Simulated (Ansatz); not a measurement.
# Si(111) with SH: bands and core levels, part 2 of 4

Aim: core-level components, unfolded bands and work function of Si(111) with SH.

Ansatz 0.2.0; DFT, PBE, plane-wave PAW, scalar-relativistic; PAW set soft_1.

So far, gap on the k-mesh (eV): step 2 (relaxing the atoms) 0.841.

## Step 3: Bands by layer

This is the main run. States are solved along the surface zone's path and weighed by where they lie along the normal, since photoemission sees the top layers. The cell holds 4 small cells, so the bands are unfolded.

input.yaml

```yaml
crystal:
  lattice:
    - [7.6791796437, 0.0, 0.0]
    - [3.8395898218, 6.6503646517, 0.0]
    - [0.0, 0.0, 24.9237769138]
  atoms:
    - { symbol: H, position: [0.087891526, 0.0844562739, 0.720057038] }
    - { symbol: H, position: [0.587891526, 0.0844562739, 0.720057038] }
    - { symbol: H, position: [0.087891526, 0.5844562739, 0.720057038] }
    - { symbol: H, position: [0.587891526, 0.5844562739, 0.720057038] }
    - { symbol: S, position: [-0.0138043808, -0.0157622219, 0.7110861009] }
    - { symbol: S, position: [0.4861956192, -0.0157622219, 0.7110861009] }
    - { symbol: S, position: [-0.0138043808, 0.4842377781, 0.7110861009] }
    - { symbol: S, position: [0.4861956192, 0.4842377781, 0.7110861009] }
    - { symbol: Si, position: [-0.0023977148, -0.0026881246, 0.6242917347] }
    - { symbol: Si, position: [0.4976022852, -0.0026881246, 0.6242917347] }
    - { symbol: Si, position: [-0.0023977148, 0.4973118754, 0.6242917347] }
    - { symbol: Si, position: [0.4976022852, 0.4973118754, 0.6242917347] }
    - { symbol: Si, position: [0.8310365193, 0.3308191515, 0.5925931021] }
    - { symbol: Si, position: [0.3310365193, 0.3308191515, 0.5925931021] }
    - { symbol: Si, position: [0.8310365193, 0.8308191515, 0.5925931021] }
    - { symbol: Si, position: [0.3310365193, 0.8308191515, 0.5925931021] }
    - { symbol: Si, position: [0.8336865147, 0.3331420619, 0.4976654121] }
    - { symbol: Si, position: [0.3336865147, 0.3331420619, 0.4976654121] }
    - { symbol: Si, position: [0.8336865147, 0.8331420619, 0.4976654121] }
    - { symbol: Si, position: [0.3336865147, 0.8331420619, 0.4976654121] }
    - { symbol: Si, position: [0.1670061702, 0.1665038437, 0.4656059694] }
    - { symbol: Si, position: [0.6670061702, 0.1665038437, 0.4656059694] }
    - { symbol: Si, position: [0.1670061702, 0.6665038437, 0.4656059694] }
    - { symbol: Si, position: [0.6670061702, 0.6665038437, 0.4656059694] }
    - { symbol: Si, position: [0.166666667, 0.166666667, 0.370880907] }
    - { symbol: Si, position: [0.666666667, 0.166666667, 0.370880907] }
    - { symbol: Si, position: [0.166666667, 0.666666667, 0.370880907] }
    - { symbol: Si, position: [0.666666667, 0.666666667, 0.370880907] }
    - { symbol: Si, position: [0.0, 0.0, 0.339434911] }
    - { symbol: Si, position: [0.5, 0.0, 0.339434911] }
    - { symbol: Si, position: [0.0, 0.5, 0.339434911] }
    - { symbol: Si, position: [0.5, 0.5, 0.339434911] }
    - { symbol: H, position: [0.0, 0.0, 0.280856309] }
    - { symbol: H, position: [0.5, 0.0, 0.280856309] }
    - { symbol: H, position: [0.0, 0.5, 0.280856309] }
    - { symbol: H, position: [0.5, 0.5, 0.280856309] }
kpoints:
  mp_grid: { grid: [3, 3, 1] }
scf:
  occupations: { method: fermi_dirac, width: 0.02 }
  n_extra_bands: 37
hamiltonian:
  xc: pbe
  pseudopotentials: { kind: paw, azcp: { folder: soft_1 } }
output:
  forces: true
  write_potential: true
  volumetric_format: []
  dos:
    projected:
      site_lists:
        adsorbate: [4, 0, 5, 1, 6, 2, 7, 3]
        layer_1: [8, 9, 10, 11]
        layer_2: [12, 13, 14, 15]
        layer_3: [16, 17, 18, 19]
        middle: [20, 21, 22, 23]
        other_layers: [24, 25, 26, 27, 28, 29, 30, 31, 32, 33, 34, 35]
    de: 0.05
    e_range: [-30, 12]
    method: { smearing: { sigma: 0.12, scheme: gaussian } }
  eigenstates:
    kpoints:
      - [0.33333333, -0.33333333, 0.0]
      - [0.25, -0.375, 0.0]
      - [0.16666667, -0.41666667, 0.0]
      - [0.08333333, -0.45833333, 0.0]
      - [0.0, 0.5, 0.0]
      - [-0.08333333, 0.45833333, 0.0]
      # [... 29 more points ...]
      - [0.25, 0.5, 0.0]
      - [0.29166667, -0.41666667, 0.0]
    e_range: [-8.0, 6.0]
    unfold:
      supercell_matrix: [[2, 0, 0], [0, 2, 0], [0, 0, 1]]
      layers:
        axis: 3
        edges: [0.120367, 0.393365, 0.393465, 0.60834, 0.60844, 0.880543]
efield:
  axis: 3
  dipole_correction: true
```

Command:

```
$ ansatz run input.yaml --threads 4 --pin off --max-ram 11264MiB --backend cpu --events-out ev --progress --plain --runs-dir out
```

Numbers of over 12 decimals in the logs are rounded to 6 here.

Log:

```text
[...]
Crystal: 36 atoms, lattice volume = 1272.841 Å³
Basis set: ecut = 420 eV, 24809 PW (Γ), exchange–correlation on 108×108×360 points (8 copies of the dense FFT grid, shifted against one another)
Bands: 101, of which v1, the nominal top of the filled ones, is band 64 counted from 1 (63 counted from 0)
Symmetry: 4 space group operations
[...]
k-points: 5 of 9 (time reversal used)
[...]
SCF iter   1: F=—  HF=-19000.694071 eV  |F-HF|=—  |Δ(HF+E_count)|=         —  Δρ=3.79e-2  dr2=1.63e1  ethr=3.10e-3  p=0.000 e·Å  D=1.51e-7 V/Å  ΔV_dip=-0.00 eV  dr2_dipole=1.58e-2  V_vac-E_F(+/−)=6.14/6.14 eV  ⟨swp⟩=10.0  Hψ=3398  notcnv=0  defer=49
[...]
SCF iter  11: F=-18996.264275 eV  HF=-18996.264275 eV  |F-HF|=6.45e-9  |Δ(HF+E_count)|=   5.59e-8  Δρ=5.45e-7  dr2=4.37e-9  ethr=7.81e-11  p=-0.131 e·Å  D=-1.86e-2 V/Å  ΔV_dip=0.46 eV  dr2_dipole=1.50e-10  V_vac-E_F(+/−)=4.47/4.00 eV  ⟨swp⟩=24.4  Hψ=5628  notcnv=0
SCF 1 converged in 11 iterations: F = -18996.264275 eV  dr2 = 4.37e-9
[...]
NSCF: frozen V_eff on 37 k-points
efield: sawtooth ramp at fractional position 0.9505 (kept from the solve that this one continues, or follows in the run), width 0.1000; the density the first Hamiltonian is built on has a dipole p = -0.131 e·Å; the dipole correction subtracts the counter field D = -1.86e-2 V/Å, which shifts the + side's vacuum level by +0.46 eV against the − side's; the planar-averaged density in the ramp window peaks in size at 2.4e-6 e/Å³
[...]
SCF converged after 11 iterations
Free energy (F): -18996.264275 eV
[...]
Internal energy: -18996.264275 eV  (E = F + TS)
E sigma→0 (E₀):  -18996.264275 eV
Fermi energy:    0.702805 eV
Dipole field:    D = -0.018647 V/Å  (p = -0.131167 e·Å, saw-weighted, corrected)
Work function:   Φ+ = 4.4676 eV   Φ− = 4.0028 eV
[...]
--- Forces (eV/Å), atoms counted from 1 ---
  atom   1  H     -0.00093734     0.00168189     0.00062040
  atom   2  H     -0.00093734     0.00168189     0.00062040
  atom   3  H     -0.00093734     0.00168189     0.00062040
  atom   4  H     -0.00093734     0.00168189     0.00062040
  atom   5  S      0.00031679     0.00097971    -0.00173562
  atom   6  S      0.00031679     0.00097971    -0.00173562
  atom   7  S      0.00031679     0.00097971    -0.00173562
  atom   8  S      0.00031679     0.00097971    -0.00173562
  atom   9  Si    -0.00044078    -0.00129775    -0.00000278
  atom  10  Si    -0.00044078    -0.00129775    -0.00000278
  atom  11  Si    -0.00044078    -0.00129775    -0.00000278
  atom  12  Si    -0.00044078    -0.00129775    -0.00000278
  atom  13  Si     0.00115302    -0.00082893     0.00057727
  atom  14  Si     0.00115302    -0.00082893     0.00057727
  atom  15  Si     0.00115302    -0.00082893     0.00057727
  atom  16  Si     0.00115302    -0.00082893     0.00057727
  atom  17  Si    -0.00145907     0.00100565    -0.00038155
  atom  18  Si    -0.00145907     0.00100565    -0.00038155
  atom  19  Si    -0.00145907     0.00100565    -0.00038155
  atom  20  Si    -0.00145907     0.00100565    -0.00038155
  atom  21  Si     0.00029715     0.00009391    -0.00081482
  atom  22  Si     0.00029715     0.00009391    -0.00081482
  atom  23  Si     0.00029715     0.00009391    -0.00081482
  atom  24  Si     0.00029715     0.00009391    -0.00081482
  atom  25  Si     0.00064092    -0.00194652    -0.07506310
  atom  26  Si     0.00064092    -0.00194652    -0.07506310
  atom  27  Si     0.00064092    -0.00194652    -0.07506310
  atom  28  Si     0.00064092    -0.00194652    -0.07506310
  atom  29  Si     0.00016027     0.00087427     0.84931955
  atom  30  Si     0.00016027     0.00087427     0.84931955
  atom  31  Si     0.00016027     0.00087427     0.84931955
  atom  32  Si     0.00016027     0.00087427     0.84931955
  atom  33  H      0.00027644    -0.00055801    -0.77251591
  atom  34  H      0.00027644    -0.00055801    -0.77251591
  atom  35  H      0.00027644    -0.00055801    -0.77251591
  atom  36  H      0.00027644    -0.00055801    -0.77251591
  max |Σ_I F_I| component: 2.96e-5 eV/Å
--- Band table (eV; the first three rows and the last of 5) ---
  k-point 0: bands = [... 60 lower, -0.4119, -0.2083, 0.0250, 0.2912, 1.1324, 1.1331, 1.1465, 1.6423, ... 33 higher]
  k-point 1: bands = [... 60 lower, -1.0107, -0.8667, -0.6546, -0.2680, 1.2834, 1.8413, 1.9780, 2.0287, ... 33 higher]
  k-point 2: bands = [... 60 lower, -1.0121, -0.8638, -0.6541, -0.2661, 1.2854, 1.8430, 1.9728, 2.0280, ... 33 higher]
  k-point 4: bands = [... 60 lower, -1.3599, -1.0940, -0.7524, -0.7513, 2.2031, 2.4595, 2.5446, 2.5490, ... 33 higher]
```

It took 7.2 min on 4 threads of Intel Xeon at 2.50GHz (Skylake/Cascade Lake), shared host; peak memory 4.9 GiB; 24 min of CPU time.

This step gave:

```
Fermi energy                                   : 0.7028 eV
zero of energy                                 : valence-band maximum
share of occupied states in no projected shell : 0.0114 of the occupied states in the window
```

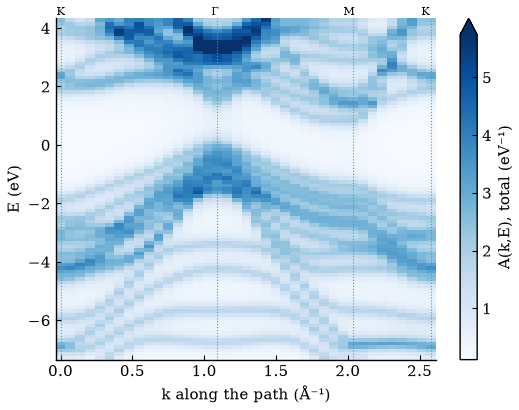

A(k,E), total over k along the path and E. Zero: valence-band maximum.

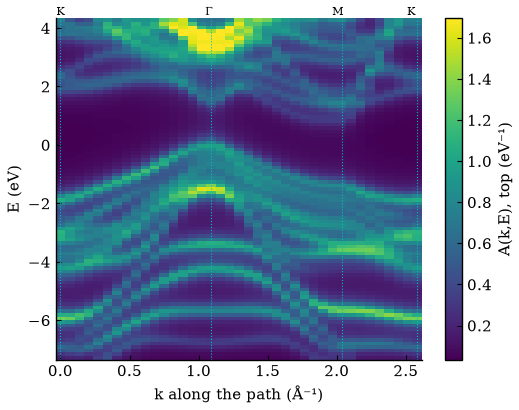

A(k,E), top over k along the path and E. Zero: valence-band maximum.

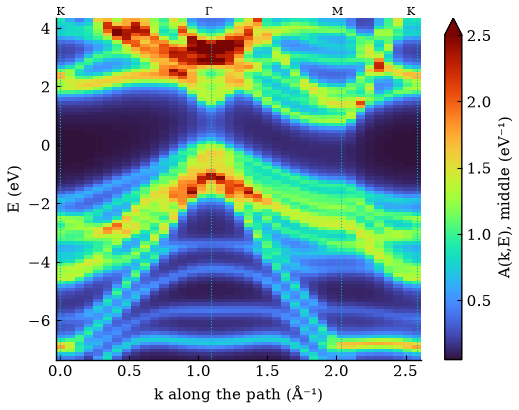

A(k,E), middle over k along the path and E. Zero: valence-band maximum.

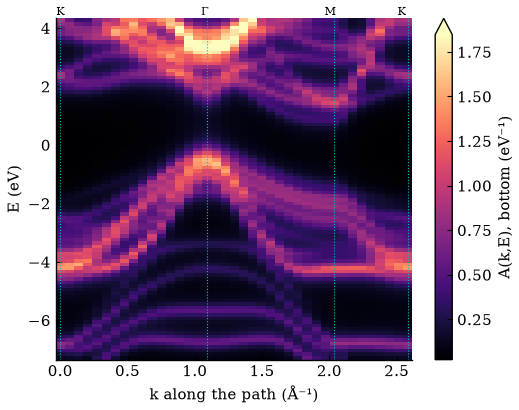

A(k,E), bottom over k along the path and E. Zero: valence-band maximum.

Peaks of A(k,E) at the labelled points: for each region the eleven nearest the zero at most, each over 6 % of that point's highest, less those above the energy where the solved bands run out; weight and spread sum the levels within three half widths or 0.3 eV, so near peaks share levels. Peaks of the spectral function, the first 40 of 126 rows:

```csv
point,weight on,E (eV),A (1/eV),weight near the peak,rms spread of levels (eV)
K,total,-5.93,1.842,1,-
K,total,-4.21,3.664,4,0.3
K,total,-3.77,2.607,4,0.407
K,total,-3.19,2.715,3,0.331
K,total,-2.97,2.721,3,0.292
K,total,-2.53,2.268,2,0.216
K,total,-1.89,1.903,1,0
K,total,1.95,2.21,3,0.221
K,total,2.35,3.263,3,0.221
K,total,3.83,2.122,2,0.206
K,total,4.23,2.524,3,0.282
K,top,-6.93,0.592,0.334,0.012
K,top,-5.93,1.358,0.824,0
K,top,-4.21,0.931,0.868,0.265
K,top,-3.75,0.725,1.242,0.442
K,top,-3.19,1.114,1.164,0.303
K,top,-2.99,1.105,1.018,0.225
K,top,-1.89,1.069,0.624,0
K,top,1.93,0.491,0.588,0.227
K,top,2.35,0.606,0.588,0.227
K,top,3.83,0.654,0.631,0.206
K,top,4.23,0.751,0.885,0.279
K,middle,-5.93,0.402,0.171,-
K,middle,-4.55,1.41,1.3,0.19
K,middle,-4.25,1.289,1.533,0.295
K,middle,-3.77,0.758,1.236,0.437
K,middle,-2.97,1.177,1.449,0.297
K,middle,-2.53,1.26,1.063,0.212
K,middle,-1.89,0.697,0.338,0
K,middle,1.93,1.353,1.72,0.226
K,middle,2.35,1.766,1.72,0.226
K,middle,3.81,0.82,0.723,0.206
K,middle,4.23,0.881,1.079,0.288
K,bottom,-6.83,0.797,0.493,0.013
K,bottom,-4.17,1.486,1.597,0.284
K,bottom,-3.77,1.126,1.52,0.324
K,bottom,-3.23,0.526,0.779,0.315
K,bottom,-2.53,0.51,0.368,0.199
K,bottom,2.37,0.895,0.69,0.181
K,bottom,3.83,0.648,0.646,0.205
```

The DOS has structure finer than the step of the table below, so its rows give means over 2 eV, whole bins alone (the curve runs from -15.9 to 4.09 eV). Peaks (eV: height): total -3.6: 28.0, -3.0: 24.4, -2.6: 24.8, 4.0: 39.5; Si 3p -3.6: 17.7, -3.0: 18.0, -2.6: 19.6, 4.0: 19.8; Si 3s -9.8: 12.3, -9.2: 11.5, -8.4: 8.54, -6.8: 9.03; S 3p -5.6: 7.31, -3.6: 6.22, -3.0: 4.10, -1.6: 5.39; H 1s -13.6: 2.43, -5.6: 3.67, -4.3: 3.35, 3.8: 2.55.

The DOS by E, zero at the valence-band maximum; means over each step; values in states/eV/cell:

```csv
E (eV),total,Si 3p,Si 3s,S 3p,H 1s,S 3s
-14,4.00,0.340,0.336,0.0791,0.608,2.61
-12,0.892,0.126,0.730,0.00285,0.0164,0.00777
-10,8.40,2.08,5.81,0.0972,0.252,0.106
-8,5.21,1.60,2.89,0.286,0.343,0.0464
-6,10.7,4.05,3.12,1.92,1.20,0.245
-4,14.8,9.76,0.972,2.57,1.01,0.299
-2,17.9,13.3,0.574,3.39,0.350,0.0477
0,2.81,1.84,0.179,0.630,0.0146,0.00426
2,14.0,7.64,2.88,0.562,0.339,0.112
```

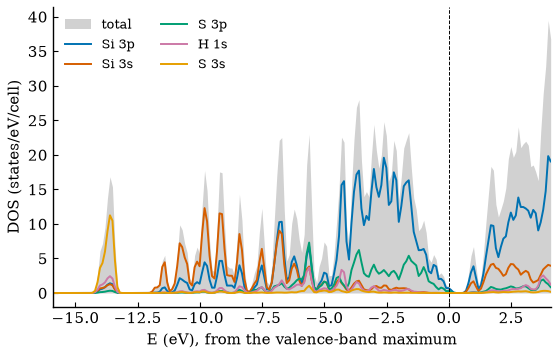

DOS against E.

This run's widths, added to any smearing of the DOS itself: Gaussian 0.15 eV, Lorentzian 0.05 eV plus 0.05 an eV of depth. The intensity by binding energy, zero at the valence-band maximum; values in % of the maximum within 13 eV:

```csv
binding energy (eV),21.2 eV,60 eV,1253.6 eV,1486.7 eV,5414.7 eV
0,6.88,7.33,6.13,5.96,2.68
2,65.6,70.5,66.8,65.5,32.2
4,61.1,59.2,63.0,63.3,39.6
6,64.9,49.8,65.6,68.7,58.1
8,13.9,16.2,37.5,40.8,42.1
10,12.7,23.3,72.3,79.8,87.6
12,-,6.28,17.3,19.1,21.2
14,-,41.8,87.7,96.5,106
```

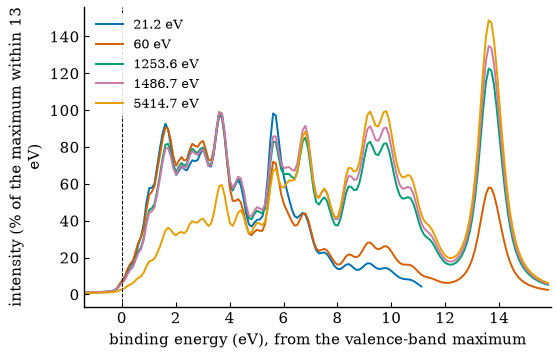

Intensity, plotted against binding energy.

Maxima picked by a test of local sharpness, so broad peaks and shoulders can be missing; peaks within 0.45 eV of a curve's cut are left out. Valence peaks, by row, the first 40 of 69 rows:

```csv
photon energy (eV),binding energy (eV),height (% of the maximum within 13 eV),main shell,its share (%)
21.2,9.788,14.35,Si 3s,42.76
21.2,9.138,16.98,Si 3s,36.15
21.2,8.388,16.53,H 1s,37.22
21.2,7.488,22.83,H 1s,36.64
21.2,6.738,44.31,H 1s,37.43
21.2,5.638,100,S 3p,52.53
21.2,4.288,62.1,S 3p,42.35
21.2,3.638,98.29,S 3p,67.75
21.2,2.988,78.84,S 3p,64.65
21.2,2.638,72.94,S 3p,64.25
21.2,2.238,69.5,S 3p,65.42
21.2,1.638,92.94,S 3p,74.72
21.2,1.038,58.44,S 3p,83.89
60,13.64,58.41,S 3s,79.54
60,9.788,26.26,Si 3s,63.24
60,9.188,28.35,Si 3s,60.51
60,8.438,21.78,Si 3s,53.95
60,7.488,24.72,Si 3s,40.37
60,6.788,44.33,Si 3p,33.31
60,5.638,73.2,S 3p,54.37
60,5.038,35.02,S 3p,47.77
60,4.288,51.73,Si 3p,42.43
60,3.638,100,S 3p,50.45
60,2.988,83.69,Si 3p,47.07
60,2.638,81.86,Si 3p,50.94
60,2.188,74.68,Si 3p,49.14
60,1.638,91.33,S 3p,57.6
1254,13.64,123.3,S 3s,91.02
1254,10.64,52.85,Si 3s,85.77
1254,9.788,82.52,Si 3s,87.04
1254,9.188,83.23,Si 3s,86.09
1254,8.438,59.01,Si 3s,83.5
1254,6.788,85.69,Si 3s,70.74
1254,6.138,65.52,Si 3s,54.45
1254,5.638,84.28,S 3p,36.4
1254,4.338,62.93,Si 3p,33.61
1254,3.638,100,S 3p,38.89
1254,2.988,80.13,Si 3p,43.3
1254,2.638,79.08,Si 3p,47.48
1254,2.188,71.49,Si 3p,48.14
```

The planar mean, electrostatic potential oscillates, so the rows of the table below give means over windows of 2 Å about each position, cut where the curve ends. Its maxima inside the range that stand out by 2 % of the span (Å: eV): 10.4: 1.85, 13.6: 1.88, 16.8: 1.95. Its minima: 8.9: -10.4, 12.0: -10.3, 15.2: -10.2, 17.9: -5.52.

From the valence-band maximum. Table of planar mean, electrostatic potential by z; means over each step:

```csv
z (Å),"planar mean, electrostatic potential (eV)"
0,4.56
2,4.42
4,4.41
6,3.92
8,-3.61
10,-2.32
12,-6.71
14,-2.25
16,-3.86
18,-1.41
20,4.78
22,4.88
24,4.82
```

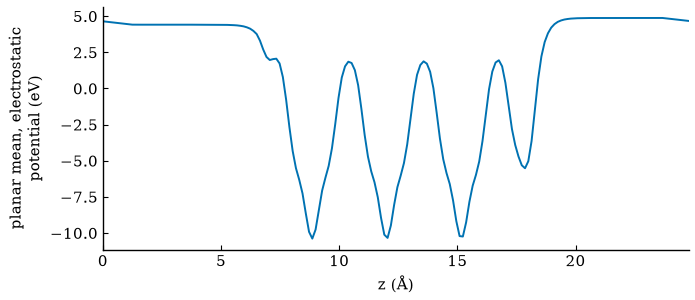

Planar mean, electrostatic potential against z.

The intensity has structure finer than the step of the table below, so its rows give means over 2 eV, whole bins alone (the curve runs from -15.9 to 1.39 eV). Peaks (eV: height): S K-beta -5.6: 66.8, -1.6: 100.0; S K-beta, E along x -5.6: 109, -1.6: 73.2; S K-beta, E along y -1.5: 188; S K-beta, E along z -3.6: 149; S L2,3 -13.6: 99.4.

Shapes are the site's partial DOS without matrix elements, which overweights lines from ligand s bands. Intensity against emission energy less the core level's binding energy, zero at the valence-band maximum; means over each step; 7 of 10 lines; values in % of the unpolarised maximum:

```csv
emission energy less the core level's binding energy (eV),S K-beta,"S K-beta, E along x","S K-beta, E along y","S K-beta, E along z","S L2,3",Si K-beta,"Si K-beta, E along x"
-14,2.22,2.92,1.40,2.35,53.0,2.46,1.27
-12,1.91,2.02,1.21,2.51,9.33,3.54,3.28
-10,4.60,3.68,2.08,8.05,3.67,12.5,13.3
-8,13.9,14.8,6.66,20.3,2.20,16.8,18.2
-6,49.5,76.1,31.6,40.7,6.51,28.1,26.2
-4,72.8,66.7,52.4,99.4,7.97,66.2,62.9
-2,89.7,65.0,152,52.4,1.73,84.8,88.7
0,26.5,20.3,52.6,6.59,0.252,16.9,20.8
```

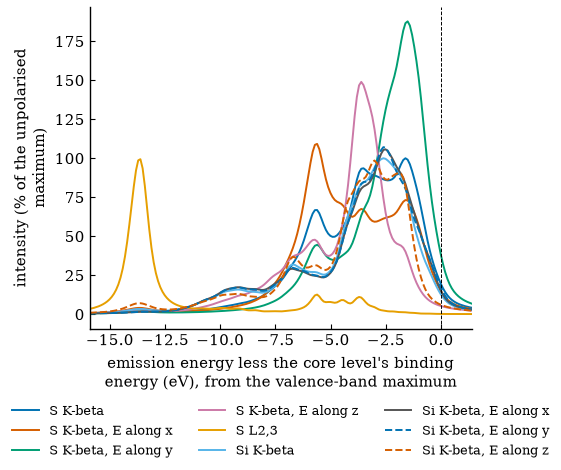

Intensity, plotted against emission energy less the core level's binding energy.

Sums over each group's atoms; left-over states aren't shared out by site. Site centres, by row:

```csv
group,element,shell,occupied states,centre of occupied part (eV),centre up to the window's top (eV)
adsorbate,S,3s,6.716,-11.87,-10.91
adsorbate,S,3p,17.94,-3.598,-2.838
adsorbate,H,1s,3.455,-8.592,-5.795
layer 1,Si,3s,4.794,-8.524,-5.593
layer 1,Si,3p,10.29,-4.658,-1.981
layer 2,Si,3s,4.881,-8.001,-5.527
layer 2,Si,3p,11.18,-3.8,-1.783
layer 3,Si,3s,4.841,-8.12,-5.434
layer 3,Si,3p,11.02,-3.899,-1.643
middle,Si,3s,4.833,-8.131,-5.394
middle,Si,3p,11.02,-3.899,-1.624
other layers,Si,3s,9.523,-8.268,-5.617
other layers,Si,3p,21.88,-3.865,-1.694
other layers,H,1s,4.112,-5.305,-3.372
```

Window up to 4.1 eV. Shell moments, by row:

```csv
element,shell,occupied states an atom,centre of occupied part (eV),rms width of occupied part (eV),centre up to the window's top (eV),rms width up to the window's top (eV)
S,3s,1.679,-11.87,3.548,-10.91,5.021
S,3p,4.485,-3.598,2.201,-2.838,2.962
H,1s,0.9458,-6.806,3.597,-4.478,5.303
Si,3s,1.203,-8.218,2.45,-5.53,5.166
Si,3p,2.724,-3.99,2.635,-1.735,3.926
```

(Continued in part 3 of 4.)

[Logs are printed without paths, hosts, clocks, repeated set-up lines and the standing remarks that a program may print on its own settings, such as how far it seeks lower states.]

[Hosts, paths, dates, database ids (printed as entryN), source tags and the programs' standing remarks are cut or masked in the printed files.]

[Maps of the electrostatic potential energy from Ansatz leave out the sawtooth potential of an applied field or a dipole correction, so their vacuum need not be flat; work functions include it.]
